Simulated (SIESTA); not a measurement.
**CuI: 7 runs along one coordinate**

System: CuI (F-43m, 2 atoms in the cell).
Method: Kohn-Sham DFT of a periodic cell, PBE, PseudoDojo 0.4 standard, converted to PSML, no spin polarisation (SIESTA 5.4.2).

The 7 runs differ only in the geometry, by an even scaling of the cell at fixed fractional positions. The structure derives from an entry of the Crystallography Open Database.

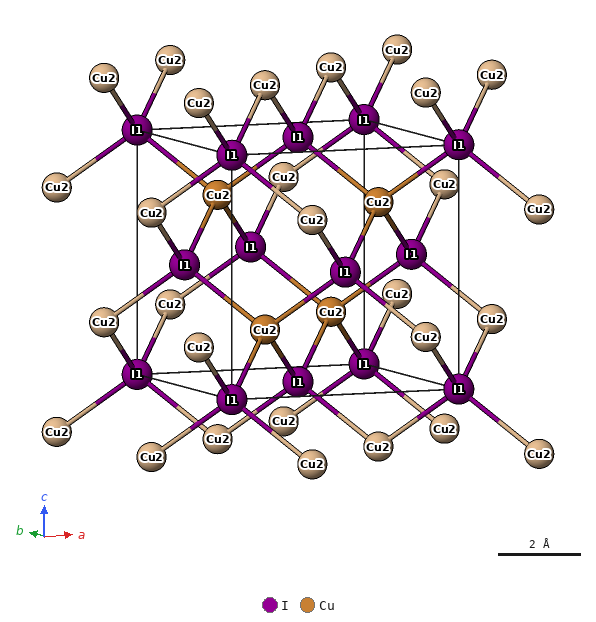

Figure 1. The structure of run 4 (ball-and-stick view of the cell 4 times as large as that of the calculation, set on its symmetry axes, seen slightly off an axis; neighbours outside the cell are drawn fainter; atoms are numbered from 1 in the order of the input). An atom can appear more than once, as a periodic image.

## The input of run 4
```
SystemName                      Marshite
SystemLabel                     CuI
NumberOfSpecies                 2
NumberOfAtoms                   2
%block ChemicalSpeciesLabel
  1  53 I
  2  29 Cu
%endblock ChemicalSpeciesLabel
%include structure.fdf

%block kgrid.MonkhorstPack
    8   0   0  0.0
    0   8   0  0.0
    0   0   8  0.0
%endblock kgrid.MonkhorstPack
XC.Functional                   GGA
XC.Authors                      PBE
PAO.BasisSize                   DZP
PAO.EnergyShift                 0.003 Ry
Mesh.Cutoff                     800 Ry
OccupationFunction              FD
ElectronicTemperature           0.05 eV
MaxSCFIterations                120
SCF.MustConverge                false
SCF.Mixer.Method                Pulay
SCF.Mixer.Weight                0.25
SCF.Mixer.History               8
SCF.DM.Tolerance                5.0e-05
SCF.H.Tolerance                 1.0e-03 eV
WriteForces                     true
Charge.Mulliken                 end
%block PAO.Basis
  Cu 5
  n=3 0 2
    2.369 0.000
  n=4 0 2
    7.268 0.000
  n=3 1 2
    2.657 0.000
  n=4 1 1
    7.268
  n=3 2 2
    4.927 0.000
%endblock PAO.Basis
```

## File structure.fdf of run 4
```
LatticeConstant                 1.0 Ang
%block LatticeVectors
     0.0000000000     3.0315000000     3.0315000000
     3.0315000000     0.0000000000     3.0315000000
     3.0315000000     3.0315000000     0.0000000000
%endblock LatticeVectors
AtomicCoordinatesFormat         Fractional
%block AtomicCoordinatesAndAtomicSpecies
     0.0000000000     0.0000000000     0.0000000000  1  I
     0.7500000000     0.7500000000     0.7500000000  2  Cu
%endblock AtomicCoordinatesAndAtomicSpecies
```

Command:
```bash
siesta CuI.fdf > CuI.out 2>&1
```

Run 5 differs from it as follows:
```diff
-     0.0000000000     3.0315000000     3.0315000000
-     3.0315000000     0.0000000000     3.0315000000
-     3.0315000000     3.0315000000     0.0000000000
+     0.0000000000     3.0515767440     3.0515767440
+     3.0515767440     0.0000000000     3.0515767440
+     3.0515767440     3.0515767440     0.0000000000
```

## Results, with one run withheld

```tsv
run	volume per atom (Å³)	free energy per atom, from the lowest run given (meV)	pressure (GPa)	gap on the mesh (eV)
1	26.188	36.48	4.84	1.98
2	26.745	21.82	3.61	1.89
3	27.302	11.30	2.49	1.81
4	27.859	4.38	1.53	1.73
5	28.417	?	?	?
6	28.974	0.00	−0.16	1.58
7	29.531	1.82	−0.86	1.51
```

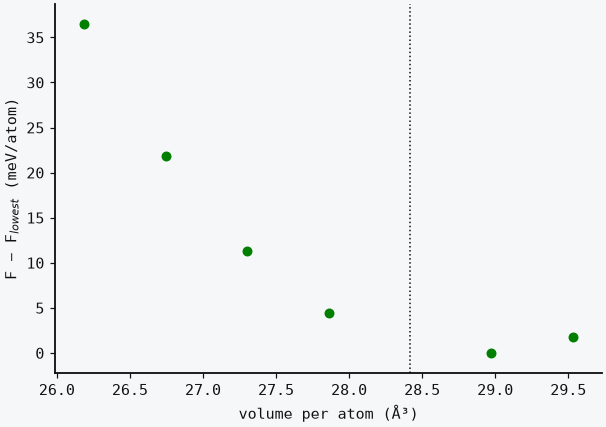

Figure 2. Free energy per atom of the runs given; the dotted line marks run 5.

Estimate the energy of run 5 from the others.

A cubic polynomial in V^(−2/3) (the Birch–Murnaghan form), fitted to the 6 runs given, misses them by at most 0.02 meV per atom. With x = V^(−2/3) − 0.10917 Å⁻², it reads F = 5.7568 + 4108.2 x + 7.3365e+05 x² + 3.3917e+06 x³ (meV per atom). At run 5 it gives 0.74 meV per atom, and the run itself gives 0.67. The slope of the fit gives a pressure −dF/dV of 0.61 GPa there, and the run prints 0.62 GPa. The fit has its minimum at 28.848 Å³ per atom, where V d²F/dV² gives 39.3 GPa: the bulk modulus at this level, since symmetry fixes the shape and the positions. The gap on the mesh goes, without turning, from 1.98 eV in run 1 to 1.51 eV in run 7; run 5 has 1.66 eV. These are gaps of this functional on this mesh, which can miss the band edges; they aren't the measured gap.

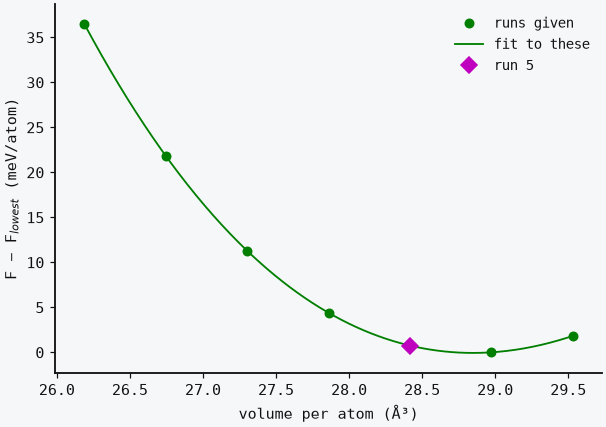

Figure 3. The fit and the withheld run.

## Some lines of the output (run 5)
```
[...]
outcell: Cell volume (Ang**3)        :     56.8333
stepf: Fermi-Dirac step function
siesta: Etot    =     -5492.385894
siesta: FreeEng =     -5492.393748
        iscf     Eharris(eV)        E_KS(eV)     FreeEng(eV)     dDmax    Ef(eV) dHmax(eV)
siesta: E_KS(eV) =            -5511.0610
siesta: E_KS - E_eggbox =     -5511.0610
siesta: Etot    =     -5511.061017
siesta: FreeEng =     -5511.061017
siesta:         Fermi =      -2.918266
siesta: Cell volume =         56.833301 Ang**3
    Orbital volume contribution        =           1.540049 eV
```

Notes: Points of doubt noted for this run: mulliken charges of long orbitals. With a small basis of atomic orbitals these values can differ much from converged plane-wave results.
